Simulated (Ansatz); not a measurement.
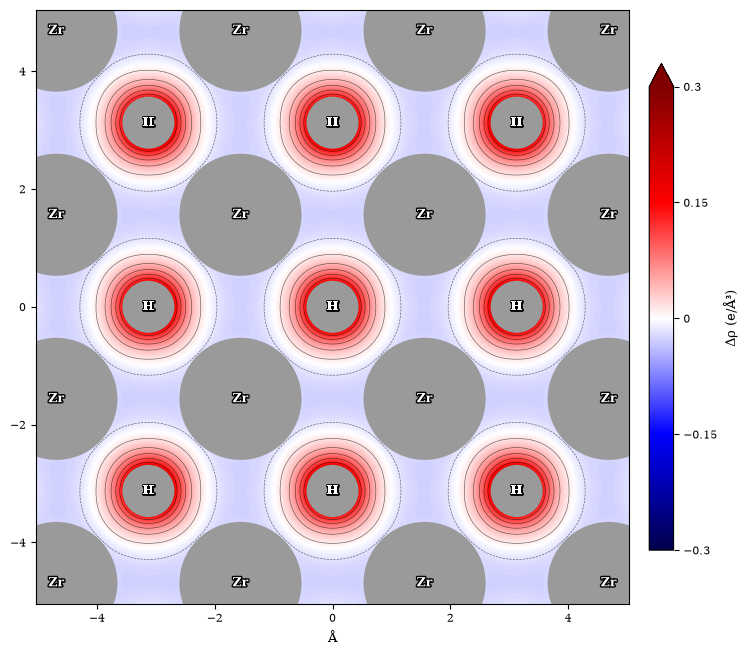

Figure 1: ZrH₃. Density of the crystal less the densities of its H sublattice and of the rest (Zr), each computed alone with the atoms in place (the rest without spin, the H sublattice with): a map on the (010) plane of the conventional cell, with grey discs over the atomic cores. Cores are masked to 1.0 Å (Zr) and 0.4 Å (H).

Space group Pm-3m; the calculation finds a residual pressure of about −5 GPa at this fixed cell. The cell comes from a database of computed structures, not from a measurement.

These are results of DFT PBEsol, scalar-relativistic, plane waves, PAW in Ansatz, not measurements.

Core electrons are frozen (PAW), so the fields are smoothed inside the atomic spheres.

```xyz
4
Lattice="3.1260 0.0000 0.0000 0.0000 3.1260 0.0000 0.0000 0.0000 3.1260" Properties=species:S:1:pos:R:3 pbc="T T T"
Zr    0.0000    0.0000    0.0000
H     0.0000    1.5630    1.5630
H     1.5630    0.0000    1.5630
H     1.5630    1.5630    0.0000
```

> How does charge move when the H sublattice is put in?

Over the whole cell, outside the masked cores, the largest gain lies at the edge of the masked core of H, and the largest loss, 0.07 e/Å³, lies 1.6 Å from a hydrogen nucleus. About 0.2 e is rearranged for each H atom. By Bader's partition H carries −0.49 e, so it takes electrons from the rest.

> How much energy binds the H sublattice to the rest, with both frozen?

E(crystal) − E(H sublattice) − E(rest) is −2.7 eV for each H atom (negative: bound). The references are the frozen sublattices, not the elements, so this isn't a formation energy. A moment in a sublattice run without spin would make it less negative.

Run times: 34 s (whole crystal), 5.7 s (the rest) and 15 s (sublattice H), on 1 thread of Arm Neoverse N1, with other jobs on the host.
